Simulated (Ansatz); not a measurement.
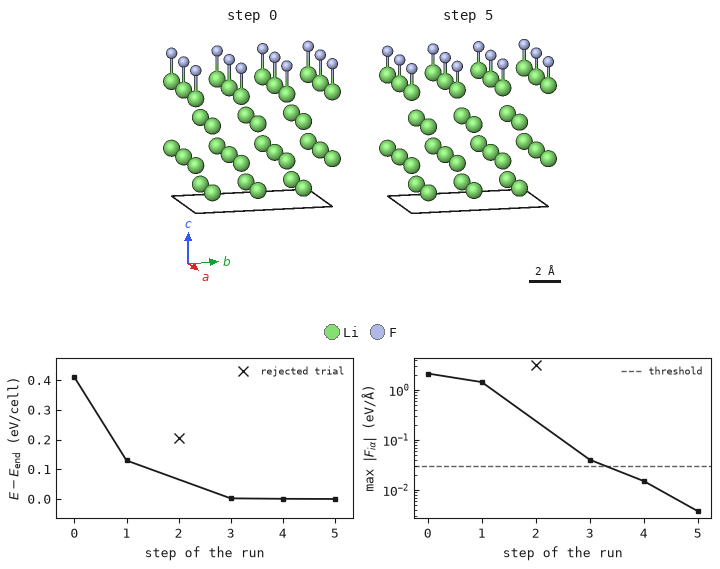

First and last geometry of a constrained relaxation of a slab of composition Li4F (cut from the Fm-3m phase), with the history of the run. The picture is a ball-and-stick view of the 2 × 3 repeat of the cell, outlined in the plane, without the vacuum, seen slightly off an axis.

Case: F put at a top Li site. The slab is the (1 0 0) face of Li with F on it. 2 atoms are held fixed.

Level of theory: Ansatz, DFT PBEsol, scalar-relativistic, plane waves, PAW.

Input file:
```yaml
crystal:
  lattice:
    - [3.0534023709, 0.0, 0.0]
    - [0.0, 3.0534023709, 0.0]
    - [0.0, 0.0, 25.4772445665]
  atoms:
    - { symbol: Li, position: [0.5, 0.5, 0.3336310557] }
    - { symbol: Li, position: [0.0, 0.0, 0.4183765436] }
    - { symbol: Li, position: [0.5, 0.5, 0.5064912706] }
    - { symbol: Li, position: [0.0, 0.0, 0.5914669341] }
    - { symbol: F, position: [0.0, 0.0, 0.6644732592] }
basis:
  ecutwfc: 420
kpoints:
  mp_grid: { grid: [9, 9, 1] }
hamiltonian:
  xc: pbesol
scf:
  occupations: { method: gaussian, width: 0.1 }
output:
  forces: true
  eigenvalues: true
relax:
  adjacent_minimum: "off"
  f_tol: 0.03
  max_steps: 70
  constraints: [{ sites: [0, 1] }]
efield:
  axis: 3
  dipole_correction: true
```

Q: What do the curves and the structures tell?

A: It converged. The largest move is that of Li4, 0.42 Å along the normal (+c). Largest moves by element: Li 0.42 Å, F 0.13 Å. The cell doesn't change. Among the contacts that change: Li4–F5 1.860 → 1.568 Å. The energy falls by 0.410 eV per cell of the calculation in 4 accepted moves (5 points after the start). Largest force component: 2.2 eV/Å at the start, 0.0038 eV/Å at the end. The line search rejected the trial step at point 2 of the run. The run took about 40 core-seconds on a shared host.

Limits of the set-up: the cell has an odd number of electrons but was run without spin polarisation; the periodic images lie only 3.1 Å apart, so the values are limited by the cell's size.
